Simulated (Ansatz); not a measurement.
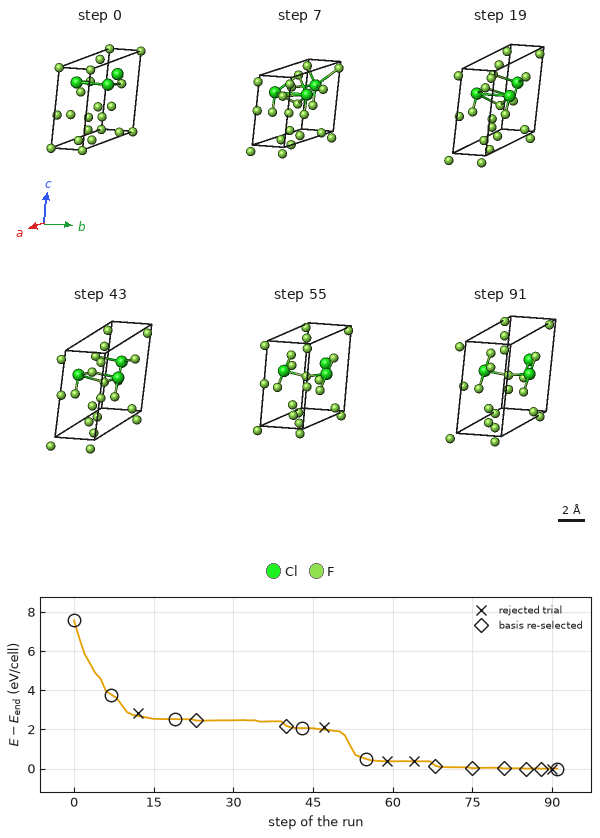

Frames of a relaxation of solid ClF5 (built on the LiMg5-8 type type), marked on the history of the run. The picture is a ball-and-stick view of the conventional cell (2 times the calculation's cell), seen slightly off an axis. Lengths and directions refer to the drawn axes.

Computed with Ansatz 0.2.0, DFT, PBEsol, plane waves, PAW. Set-up: plane-wave cutoff 420 eV; k-point mesh 8 × 8 × 4; occupations fermi dirac; smearing width 0.03 eV; no spin polarisation; cell and atoms relaxed; force threshold 0.01 eV/Å; at most 120 steps.

Describe the path.

The run was cut off at its time limit before the program reported convergence, but its last step already meets the force threshold: the largest component is 0.0017 eV/Å against 0.01 eV/Å. The pressure is within 0.01 GPa of its target. The Cl atom moves most relative to the cell: 1.42 Å along [−2 0 −3]. Largest moves by element: Cl 1.42 Å, F 1.23 Å. Cell: a 9.872 → 8.853 Å (−10.3 %), b 2.701 → 3.858 Å (+42.8 %), c 6.409 → 7.307 Å (+14.0 %), β 104.6° → 109.1°. Volume +42.6 %. Among the contacts that change: F–F 2.652 → 1.402 Å, Cl–Cl 2.701 → 3.858 Å, Cl–F 2.694 → 1.714 Å, Cl–F 2.665 → 1.712 Å. New bonds form: Cl–F (2.67 → 1.71 Å), Cl–F (2.67 → 1.97 Å). The space group stays Cm (No. 8). The energy falls by 7.567 eV per cell of the calculation in 79 accepted moves (91 points after the start). The largest force component goes from 0.58 to 0.0017 eV/Å. The pressure goes from −10.39 to 0.00 GPa. The line search rejected the trial steps at points 12, 47, 59, 64, 90 of the run. The SCF was repeated 7 times at an unchanged geometry on a basis and grid sized afresh for the cell, which shifted the energy by 0.232 eV per cell of the calculation at most. From step 0 to 7: an F atom moves most (0.54 Å), volume −14.2 %, energy −3.785 eV per cell of the calculation. From step 7 to 19: an F atom moves most (0.52 Å), volume +21.3 %, energy −1.258 eV per cell of the calculation. From step 19 to 43: an F atom moves most (0.36 Å), volume +15.7 %, energy −0.457 eV per cell of the calculation. From step 43 to 55: the Cl atom moves most (0.83 Å), volume −2.7 %, energy −1.577 eV per cell of the calculation. From step 55 to 91: F atoms move most (0.63 Å), volume +21.6 %, energy −0.490 eV per cell of the calculation.
